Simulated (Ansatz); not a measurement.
SnSe: geometry relaxation

- system: SnSe (I4/mmm, 2 atoms in the cell)
- method: DFT, PBE, plane waves, PAW (Ansatz 0.2.0)

The structure derives from an entry of the Crystallography Open Database.

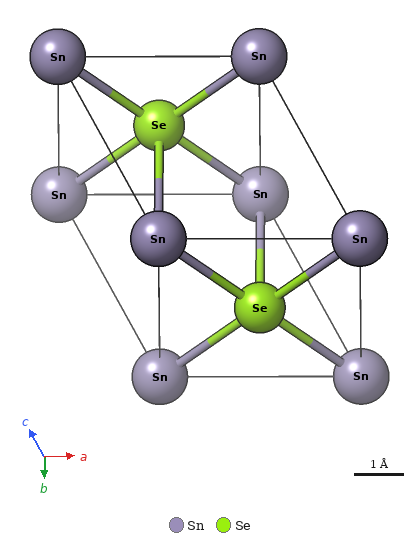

The structure as given in the input (ball-and-stick view of the cell of the calculation, seen at an oblique angle). An atom can appear more than once, as a periodic image.

**Outcome**

- outcome: refused by the program
- space group (tolerance 0.01 Å): I4/mmm (139)
- hardware: 4 threads of Intel Xeon @ 2.90GHz (Ice Lake), 32 GiB of memory available, shared host

A setting was made wrong on purpose: no occupation method (`scf.occupations`). The program refused the input: “YAML parse error: `scf.occupations.method` is required: fixed only where the cell keeps a band gap throughout the run, explicit beside scf.occupations.values (under evaluate: without them), else a smearing such as fermi_dirac (scf.occupations.width is optional; its entry in the input reference gives the default)”

**Input**
```yaml
crystal:
  lattice:
    - [4.1181592758, 0.0, 0.0]
    - [0.0, 4.1190738635, 0.0]
    - [-2.0590796379, -2.0595369318, 3.1794045737]
  atoms:
    - { symbol: Sn, position: [0.0, 0.0, 0.0] }
    - { symbol: Se, position: [0.5, 0.5, 0.0] }
basis:
  ecutwfc: 420
kpoints:
  mp_grid: { grid: [9, 9, 11] }
hamiltonian:
  xc: pbe
scf:
  max_iter: 75
output:
  forces: true
  eigenvalues: true
  stress: true
relax:
  adjacent_minimum: "off"
  f_tol: 0.01
  max_steps: 50
  cell: { fix: [a, b, gamma], stress_tol: 0.1 }
```

Command:
```bash
ansatz run input.yaml --threads 4 --pin off --max-ram 10240MiB --backend cpu --events-out ev --progress --plain --runs-dir out
```

**Output**
```
Error: YAML parse error: `scf.occupations.method` is required: fixed only where the cell keeps a band gap throughout the run, explicit beside scf.occupations.values (under evaluate: without them), else a smearing such as fermi_dirac (scf.occupations.width is optional; its entry in the input reference gives the default)
```
